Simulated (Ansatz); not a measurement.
**Run report: Ti₅Al₁₁, geometry relaxation (part 2 of 2)**

Ti₅Al₁₁ (P4mm, 16 atoms in the cell); DFT r2SCAN, scalar-relativistic, plane waves, PAW, no spin polarisation (Ansatz 0.2.0); cutoff 500 eV, 10×10×4 k-mesh, Gaussian smearing of 0.1 eV. The structure derives from a Materials Project entry. It belongs to a series of runs on one base structure; here: structure listed in a database for this formula (P4mm, No. 99).

Geometry of the input (Å; fractional positions):
```
3.9068  0.0000  0.0000
0.0000  3.9068  0.0000
0.0000  0.0000  16.4095
Ti 0.5000  0.5000  0.3764
Ti 0.0000  0.0000  0.8796
Ti 0.0000  0.0000  0.1191
Ti 0.5000  0.5000  0.6168
Ti 0.5000  0.5000  0.1338
Al 0.5000  0.0000  0.0019
Al 0.0000  0.5000  0.4984
Al 0.5000  0.0000  0.4984
Al 0.0000  0.5000  0.0019
Al 0.0000  0.5000  0.2500
Al 0.5000  0.0000  0.7494
Al 0.5000  0.0000  0.2500
Al 0.0000  0.5000  0.7494
Al 0.0000  0.0000  0.6245
Al 0.0000  0.0000  0.3743
Al 0.5000  0.5000  0.8759
```

Output, continued
```
--- Forces (eV/Å), atoms counted from 1 ---
  atom   1  Ti     0.00000000    -0.00000000    -0.00215367
  atom   2  Ti     0.00000000    -0.00000000     0.00837711
  atom   3  Ti     0.00000000    -0.00000000     0.00407412
  atom   4  Ti     0.00000000     0.00000000    -0.00431530
  atom   5  Ti     0.00000000     0.00000000    -0.00763345
  atom   6  Al     0.00000000    -0.00000000    -0.00152185
  atom   7  Al    -0.00000000     0.00000000     0.00108847
  atom   8  Al     0.00000000    -0.00000000     0.00108847
  atom   9  Al    -0.00000000     0.00000000    -0.00152185
  atom  10  Al    -0.00000000     0.00000000     0.00127977
  atom  11  Al    -0.00000000     0.00000000     0.00037933
  atom  12  Al     0.00000000    -0.00000000     0.00127977
  atom  13  Al     0.00000000    -0.00000000     0.00037933
  atom  14  Al     0.00000000    -0.00000000     0.00147057
  atom  15  Al    -0.00000000     0.00000000    -0.00316752
  atom  16  Al     0.00000000    -0.00000000     0.00093972
  max |Σ_I F_I| component: 4.30e-5 eV/Å
--- Stress (GPa, compression-positive) ---
       -0.005716      -0.000000       0.000000
       -0.000000      -0.005716      -0.000000
        0.000000      -0.000000      -0.014425
  P = ⅓ Tr σ = -0.0086 GPa (-0.086 kbar)
--- Band table (eV; the first three rows and the last of 63) ---
  k-point 0: bands = ["-48.8599", "-48.6969", "-48.6434", "-48.4847", "-48.3361", "-24.1335", "-24.0923", "-24.0923", "-23.9555", "-23.9555", "-23.9130", "-23.8930", "-23.8930", "-23.8603", "-23.8512", "-23.8339", "-23.8339", "-23.7177", "-23.3324", "-23.3324", "-0.5926", "0.0103", "0.4134", "1.4328", "2.7003", "4.7002", "5.1475", "7.2725", "7.7032", "7.8348", "8.1597", "8.1702", "8.1859", "8.1859", "8.3278", "8.3278", "8.4777", "8.7788", "8.7788", "9.0245", "9.0245", "9.5074", "9.5515", "10.1363", "10.6565", "10.6565", "10.6566", "10.8174", "11.0057", "11.0677", "11.0677", "11.1068", "11.2456", "11.2982", "11.2982", "12.1016", "12.2684", "12.5657", "12.5730", "12.5730", "12.7538", "12.7538", "13.0304"]
  k-point 1: bands = ["-48.8599", "-48.6969", "-48.6434", "-48.4847", "-48.3361", "-24.1335", "-24.0923", "-24.0923", "-23.9555", "-23.9555", "-23.9130", "-23.8930", "-23.8930", "-23.8603", "-23.8512", "-23.8339", "-23.8339", "-23.7177", "-23.3324", "-23.3324", "-0.5810", "-0.0680", "0.5657", "1.2667", "2.9113", "4.2187", "5.6878", "7.1843", "7.2738", "7.8206", "8.1860", "8.1860", "8.1914", "8.3275", "8.3275", "8.4575", "8.5932", "8.7793", "8.7793", "9.0239", "9.0239", "9.5074", "9.5080", "10.0534", "10.6708", "10.6708", "10.7099", "10.8172", "11.0063", "11.0101", "11.0101", "11.1065", "11.1994", "11.3541", "11.3541", "12.0708", "12.4199", "12.5620", "12.5620", "12.6485", "12.7298", "12.7298", "12.9272"]
  k-point 2: bands = ["-48.8599", "-48.6969", "-48.6434", "-48.4847", "-48.3361", "-24.1335", "-24.0923", "-24.0923", "-23.9555", "-23.9555", "-23.9130", "-23.8930", "-23.8930", "-23.8603", "-23.8512", "-23.8339", "-23.8339", "-23.7177", "-23.3324", "-23.3324", "-0.5678", "-0.1275", "0.7741", "1.0393", "3.1984", "3.8265", "6.3144", "6.5620", "7.2752", "7.8077", "8.1861", "8.1861", "8.2265", "8.3273", "8.3273", "8.4326", "8.7798", "8.7798", "8.9032", "9.0234", "9.0234", "9.4089", "9.5074", "9.9944", "10.6879", "10.6879", "10.7232", "10.8170", "10.9622", "10.9622", "11.0068", "11.1061", "11.1857", "11.3981", "11.3981", "12.0546", "12.5480", "12.5480", "12.6347", "12.7098", "12.7098", "12.7367", "12.8595"]
  k-point 62: bands = ["-48.8580", "-48.6949", "-48.6414", "-48.4132", "-48.4043", "-24.1285", "-24.1131", "-24.1131", "-23.9763", "-23.9763", "-23.9205", "-23.9205", "-23.9133", "-23.9133", "-23.9082", "-23.8513", "-23.7867", "-23.7778", "-23.2820", "-23.2820", "3.3112", "3.9665", "4.2151", "4.4371", "4.4371", "4.8725", "4.8725", "5.0601", "5.0601", "5.3490", "5.4760", "5.4760", "5.5475", "5.9402", "5.9991", "6.1984", "7.2416", "7.2416", "7.4190", "8.0961", "8.0961", "8.4461", "8.5883", "8.5883", "8.9321", "9.1541", "9.1541", "9.8725", "10.2143", "11.3407", "11.7802", "11.9011", "11.9934", "12.0667", "12.0919", "12.2147", "12.3234", "12.4101", "12.5815", "12.6005", "12.9526", "12.9526", "13.0929"]
--- Relaxed structure (3 steps of the walk, 3 accepted, 1 SCFs on fresh bases) ---
  F+E_penalty+E_count = -18473.61342471 eV   max|allowed force component| = 8.374e-3 eV/Å   (the final SCF, on the basis selected at the relaxed cell)
  cell:  # Å, volume = 250.7197 Å³
    - [3.907064366547935, -3.730212487473084e-36, 5.371505981961241e-34]
    - [-3.730212487473084e-36, 3.907064366547935, 0.0]
    - [2.2561442880097604e-33, 0.0, 16.424316911282677]
  atoms:
    - { symbol: Ti, position: [0.5, 0.5, 0.37670707077697846] }
    - { symbol: Ti, position: [4.99704414661097e-35, -6.434446986835036e-86, 0.8792217831767223] }
    - { symbol: Ti, position: [1.2998091710837793e-35, -1.608611746708759e-86, 0.11973411883193862] }
    - { symbol: Ti, position: [0.5, 0.5, 0.616615722194415] }
    - { symbol: Ti, position: [0.5, 0.5, 0.13373032409631605] }
    - { symbol: Al, position: [0.5, -8.352389719038111e-53, 0.002133941661580017] }
    - { symbol: Al, position: [-3.937940377579743e-35, 0.5, 0.4984058641132151] }
    - { symbol: Al, position: [0.5, -8.352389719038111e-53, 0.4984058641132151] }
    - { symbol: Al, position: [2.994375201533743e-35, 0.5, 0.002133941661580017] }
    - { symbol: Al, position: [1.2998091710837783e-35, 0.5, 0.25027018051529315] }
    - { symbol: Al, position: [0.5, -8.352389719038111e-53, 0.749045356467416] }
    - { symbol: Al, position: [0.5, -8.352389719038111e-53, 0.25027018051529315] }
    - { symbol: Al, position: [-5.488083166798124e-36, 0.5, 0.749045356467416] }
    - { symbol: Al, position: [-3.0136316336979447e-35, 0.0, 0.624359039979365] }
    - { symbol: Al, position: [-2.4070540205255335e-36, 0.0, 0.37424759674195657] }
    - { symbol: Al, position: [0.5, 0.5, 0.8756746386872993] }
```

Trajectory as extended XYZ (Å, eV, eV/Å), 4 frames, from step=1 to step=4
```
16
Lattice="3.9068 0.0000 0.0000 0.0000 3.9068 0.0000 0.0000 0.0000 16.4095" Properties=species:S:1:pos:R:3:forces:R:3 step=1 energy=-18473.61254 pressure_GPa=0.11
Ti    1.9534    1.9534    6.1769    0.0000   0.0000   0.0121
Ti    0.0000    0.0000   14.4337    0.0000   0.0000  -0.0340
Ti    0.0000    0.0000    1.9552    0.0000   0.0000   0.0719
Ti    1.9534    1.9534   10.1213    0.0000   0.0000  -0.0013
Ti    1.9534    1.9534    2.1954    0.0000   0.0000  -0.0540
Al    1.9534    0.0000    0.0317    0.0000   0.0000   0.0213
Al    0.0000    1.9534    8.1793    0.0000   0.0000  -0.0042
Al    1.9534    0.0000    8.1793    0.0000   0.0000  -0.0042
Al    0.0000    1.9534    0.0317    0.0000   0.0000   0.0213
Al    0.0000    1.9534    4.1025    0.0000   0.0000   0.0145
Al    1.9534    0.0000   12.2971    0.0000   0.0000  -0.0151
Al    1.9534    0.0000    4.1025    0.0000   0.0000   0.0145
Al    0.0000    1.9534   12.2971    0.0000   0.0000  -0.0151
Al    0.0000    0.0000   10.2479    0.0000   0.0000   0.0031
Al    0.0000    0.0000    6.1414    0.0000   0.0000  -0.0111
Al    1.9534    1.9534   14.3735    0.0000   0.0000  -0.0196
16
Lattice="3.9072 0.0000 0.0000 0.0000 3.9072 0.0000 0.0000 0.0000 16.4265" Properties=species:S:1:pos:R:3:forces:R:3 step=2 energy=-18473.61301 pressure_GPa=-0.03
Ti    1.9536    1.9536    6.1862    0.0000   0.0000   0.0212
Ti    0.0000    0.0000   14.4432    0.0000   0.0000  -0.0017
Ti    0.0000    0.0000    1.9741    0.0000   0.0000  -0.0562
Ti    1.9536    1.9536   10.1263    0.0000   0.0000   0.0010
Ti    1.9536    1.9536    2.1968    0.0000   0.0000   0.0262
Al    1.9536    0.0000    0.0392    0.0000   0.0000  -0.0152
Al    0.0000    1.9536    8.1850    0.0000   0.0000   0.0026
Al    1.9536    0.0000    8.1850    0.0000   0.0000   0.0026
Al    0.0000    1.9536    0.0392    0.0000   0.0000  -0.0152
Al    0.0000    1.9536    4.1122    0.0000   0.0000  -0.0007
Al    1.9536    0.0000   12.3011    0.0000   0.0000   0.0154
Al    1.9536    0.0000    4.1122    0.0000   0.0000  -0.0007
Al    0.0000    1.9536   12.3011    0.0000   0.0000   0.0154
Al    0.0000    0.0000   10.2534    0.0000   0.0000   0.0024
Al    0.0000    0.0000    6.1474    0.0000   0.0000  -0.0087
Al    1.9536    1.9536   14.3835    0.0000   0.0000   0.0116
16
Lattice="3.9071 0.0000 0.0000 0.0000 3.9071 0.0000 0.0000 0.0000 16.4243" Properties=species:S:1:pos:R:3:forces:R:3 step=3 energy=-18473.61337 pressure_GPa=-0.01
Ti    1.9535    1.9535    6.1872    0.0000   0.0000  -0.0022
Ti    0.0000    0.0000   14.4406    0.0000   0.0000   0.0083
Ti    0.0000    0.0000    1.9666    0.0000   0.0000   0.0041
Ti    1.9535    1.9535   10.1275    0.0000   0.0000  -0.0042
Ti    1.9535    1.9535    2.1964    0.0000   0.0000  -0.0076
Al    1.9535    0.0000    0.0350    0.0000   0.0000  -0.0016
Al    0.0000    1.9535    8.1860    0.0000   0.0000   0.0011
Al    1.9535    0.0000    8.1860    0.0000   0.0000   0.0011
Al    0.0000    1.9535    0.0350    0.0000   0.0000  -0.0016
Al    0.0000    1.9535    4.1105    0.0000   0.0000   0.0013
Al    1.9535    0.0000   12.3026    0.0000   0.0000   0.0004
Al    1.9535    0.0000    4.1105    0.0000   0.0000   0.0013
Al    0.0000    1.9535   12.3026    0.0000   0.0000   0.0004
Al    0.0000    0.0000   10.2547    0.0000   0.0000   0.0015
Al    0.0000    0.0000    6.1468    0.0000   0.0000  -0.0032
Al    1.9535    1.9535   14.3824    0.0000   0.0000   0.0009
16
Lattice="3.9071 0.0000 0.0000 0.0000 3.9071 0.0000 0.0000 0.0000 16.4243" Properties=species:S:1:pos:R:3:forces:R:3 step=4 energy=-18473.61342 pressure_GPa=-0.01
Ti    1.9535    1.9535    6.1872    0.0000   0.0000  -0.0022
Ti    0.0000    0.0000   14.4406    0.0000   0.0000   0.0084
Ti    0.0000    0.0000    1.9666    0.0000   0.0000   0.0041
Ti    1.9535    1.9535   10.1275    0.0000   0.0000  -0.0043
Ti    1.9535    1.9535    2.1964    0.0000   0.0000  -0.0076
Al    1.9535    0.0000    0.0350    0.0000   0.0000  -0.0015
Al    0.0000    1.9535    8.1860    0.0000   0.0000   0.0011
Al    1.9535    0.0000    8.1860    0.0000   0.0000   0.0011
Al    0.0000    1.9535    0.0350    0.0000   0.0000  -0.0015
Al    0.0000    1.9535    4.1105    0.0000   0.0000   0.0013
Al    1.9535    0.0000   12.3026    0.0000   0.0000   0.0004
Al    1.9535    0.0000    4.1105    0.0000   0.0000   0.0013
Al    0.0000    1.9535   12.3026    0.0000   0.0000   0.0004
Al    0.0000    0.0000   10.2547    0.0000   0.0000   0.0015
Al    0.0000    0.0000    6.1468    0.0000   0.0000  -0.0032
Al    1.9535    1.9535   14.3824    0.0000   0.0000   0.0009
```

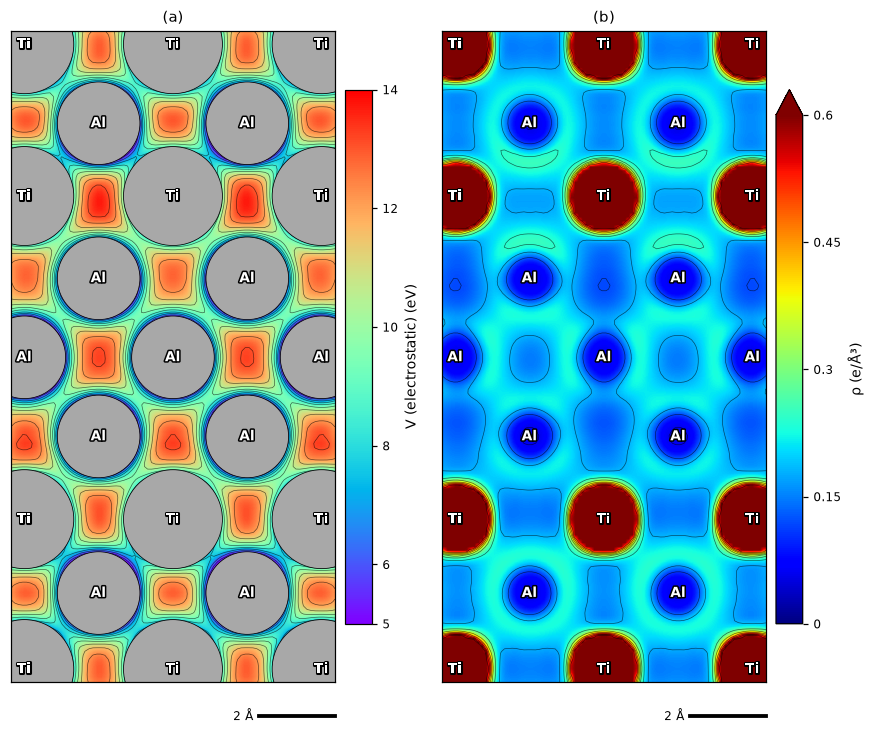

*(a) electrostatic potential energy of an electron; (b) valence charge density (pseudo) on the (010) plane of the conventional cell. Grey discs, where drawn, cover atomic cores.*

Ti–Al (2.73 Å): the density is about 0.22 e/Å³ at the midpoint. Ti–Al (2.79 Å): the density is about 0.21 e/Å³ at the midpoint. Al–Al (2.85 Å): the density is about 0.21 e/Å³ at the midpoint. Ti–Al (2.85 Å): ρ is about 0.2 e/Å³ halfway. Ti–Al (2.92 Å): the density is about 0.2 e/Å³ at the midpoint. Away from the nuclei the density in this plane falls to 0.12 e/Å³ at its lowest. Outside the cores the potential energy rises away from the atoms and is highest about 1.9 Å from the nearest atoms; outside the discs it spans about 9 eV, and its zero is arbitrary. In a PAW calculation such maps are meaningful between the atoms, not at the nuclei.

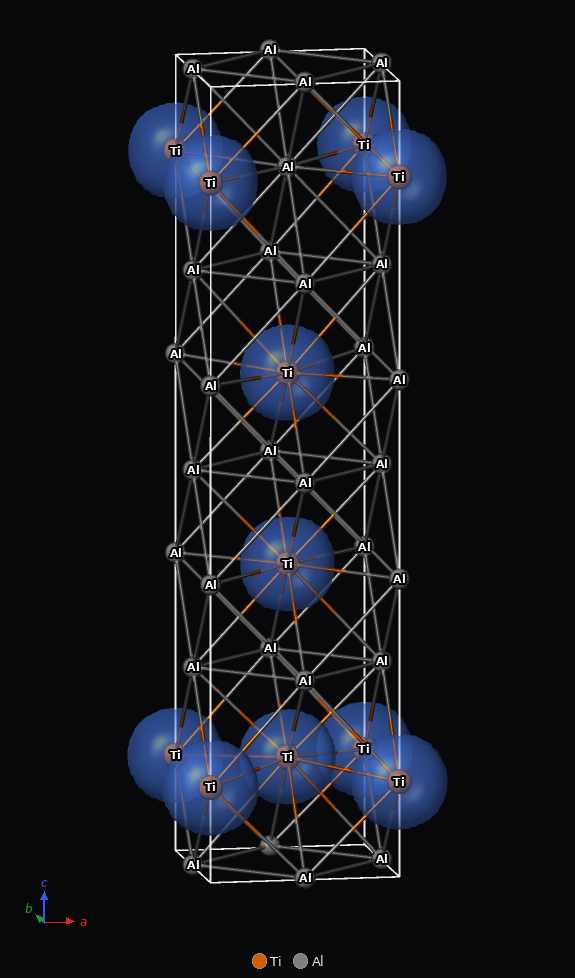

*Isosurface of the valence charge density (pseudo) at 0.4 e/Å³ (blue), seen slightly off an axis. Sticks mark near contacts. The outline is the cell set on symmetry axes.*

At this value the density breaks into separate islands; it holds about 50 % of the electrons treated as valence (semicore included). It is pinched off along the Ti–Al (2.73 Å), Al–Al (2.76 Å), Ti–Ti (2.77 Å) and Ti–Al (2.79 Å) contacts. On the grid the lowest density along these lines, outside the cores, is 0.22 e/Å³ (Ti–Al, 2.73 Å), 0.23 e/Å³ (Al–Al, 2.76 Å), 0.24 e/Å³ (Ti–Ti, 2.77 Å) and 0.21 e/Å³ (Ti–Al, 2.79 Å).

Summary

| quantity | value |
| --- | --- |
| outcome | converged |
| space group (tolerance 0.01 Å) | P4mm (99) |
| electrons treated | 93 |
| free energy | −18473.6134 eV |
| Fermi energy | 10.424 eV |
| gap on the k-point mesh | none (metallic) |
| pressure | −0.01 GPa |
| final volume | 250.72 Å³ |
| largest force (length of the vector) at the end | 0.008 eV/Å |
| final cell | a = 3.907 Å, b = 3.907 Å, c = 16.424 Å, α = 90.00°, β = 90.00°, γ = 90.00° |
| hardware | 4 threads of Intel Xeon (Granite Rapids), 192 GiB of memory available, shared host |
| wall time | 1.8 min (CPU time 7 min) |
| peak memory | 1.7 GiB |
